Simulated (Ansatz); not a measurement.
This input was run:

```
crystal:
  lattice:
    - [3.2891025716, 0.0, 0.0]
    - [0.0, 3.2891025716, 0.0]
    - [0.0, 0.0, 24.3029869297]
  atoms:
    - { symbol: Hf, position: [0.0, 0.0, 0.3120466943] }
    - { symbol: C, position: [0.5, 0.5, 0.3084253747] }
    - { symbol: Hf, position: [0.5, 0.5, 0.4051405472] }
    - { symbol: C, position: [0.0, 0.0, 0.4037212159] }
    - { symbol: Hf, position: [0.0, 0.0, 0.4999999994] }
    - { symbol: C, position: [0.5, 0.5, 0.4999999995] }
    - { symbol: Hf, position: [0.5, 0.5, 0.5948594529] }
    - { symbol: C, position: [0.0, 0.0, 0.5962787849] }
    - { symbol: Hf, position: [0.0, 0.0, 0.6879533048] }
    - { symbol: C, position: [0.5, 0.5, 0.6915746263] }
basis:
  ecutwfc: 420
kpoints:
  mp_grid: { grid: [11, 11, 1] }
  band_path:
    path: [[0.5, 0, 0], [0, 0, 0], [0.5, 0.5, 0], [0.5, 0, 0]]
    npoints: 12
hamiltonian:
  xc: pbe
scf:
  occupations: { method: gaussian, width: 0.1 }
  n_extra_bands: 52
output:
  forces: true
  eigenvalues: true
  populations: true
  fatbands: true
  write_density: true
  write_potential: true
  elf: true
  volumetric_format: npy
magnetization:
  noncollinear: true
  spin_orbit: true
efield:
  axis: 3
  dipole_correction: true
  ramp_width: 0.04
```

Launched with:
```bash
ansatz run input.yaml --threads 2 --pin off --max-ram 5632MiB --backend cpu --events-out ev --progress --plain --runs-dir out
```

Predict the main features of the band structure. The path is X–Γ–M–X.

A metal: 8 spinor bands cross the Fermi level along this path (the two partners of a degenerate pair count as two). Bands cross the Fermi level on every line of the path. At M the nearest levels lie 0.12 eV below and 0.48 eV above the Fermi level.

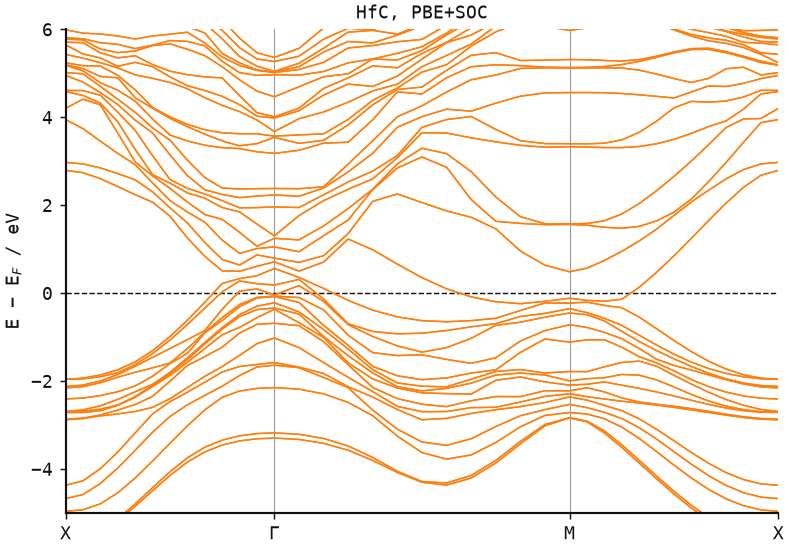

Band structure. Energies are counted from the Fermi level.
